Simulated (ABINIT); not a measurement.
WC: geometry relaxation (part 4 of 4)

The same run, continued: WC (P-6m2, 2 atoms in the cell); Kohn-Sham DFT of a periodic cell, revPBE with D3(BJ), JTH PAW PBE v2.0 (ABINIT 10.8.3); cutoff 544.23 eV, 10×10×9 k-mesh, fermi-dirac of 0.05 eV. The structure derives from an entry of the Crystallography Open Database. The run did not end well.

Geometry of the input (Å; fractional positions):
```
2.9065  0.0000  0.0000
-1.4532  2.5171  0.0000
0.0000  0.0000  2.8366
W  0.0000  0.0000  0.0000
C  0.6667  0.3333  0.5000
```

### Trajectory as extended XYZ, continued
```
2
Lattice="2.8940 0.0000 0.0000 -1.4470 2.5063 0.0000 0.0000 0.0000 2.8260" Properties=species:S:1:pos:R:3:forces:R:3 step=7 energy=-2034.26030
W     0.0000    0.0000    0.0000    0.0000   0.0000   0.0000
C     1.4470    0.8354    1.4130    0.0000   0.0000   0.0000
2
Lattice="2.8905 0.0000 0.0000 -1.4452 2.5032 0.0000 0.0000 0.0000 2.8237" Properties=species:S:1:pos:R:3:forces:R:3 step=8 energy=-2034.25971
W     0.0000    0.0000    0.0000    0.0000   0.0000   0.0000
C     1.4452    0.8344    1.4119    0.0000   0.0000   0.0000
2
Lattice="2.8923 0.0000 0.0000 -1.4462 2.5048 0.0000 0.0000 0.0000 2.8249" Properties=species:S:1:pos:R:3:forces:R:3 step=9 energy=-2034.26006
W     0.0000    0.0000    0.0000    0.0000   0.0000   0.0000
C     1.4462    0.8349    1.4124    0.0000   0.0000   0.0000
```

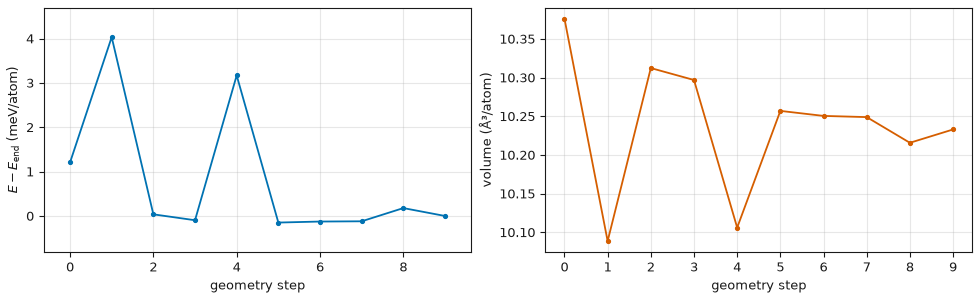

*Progress of the relaxation, step by step (steps are counted from 0).*

The run failed before the relaxation converged. The atoms keep their places relative to the cell (all moves are under 0.005 Å). The volume changes by −1.4 %, with a 2.906 → 2.892 Å (−0.5 %), b 2.907 → 2.892 Å (−0.5 %), c 2.837 → 2.825 Å (−0.4 %). Among the contacts that change: W1–W1 2.907 → 2.892 Å, W1–C2 2.197 → 2.187 Å. The space group stays P-6m2 (No. 187). Over 9 geometry steps the energy falls by 1.2 meV per atom. All forces vanish by symmetry, so only the cell relaxes. (Atoms are counted from 1 in the order of the input.)

### What the run reported

```csv
quantity,value
outcome,ended with an error
space group (tolerance 0.01 Å),P-6m2 (187)
electrons treated,18
free energy,−2034.2601 eV
Fermi energy,10.220 eV
gap on the k-point mesh,none (metallic)
pressure,1.43 GPa
final volume,20.47 Å³
largest force (length of the vector) at the end,under 0.001 eV/Å
final cell,"a = 2.892 Å, b = 2.892 Å, c = 2.825 Å, α = 90.00°, β = 90.00°, γ = 120.00°"
wall time,2.1 min
peak memory,0.12 GiB
```

### What went wrong

The run ended with an error.
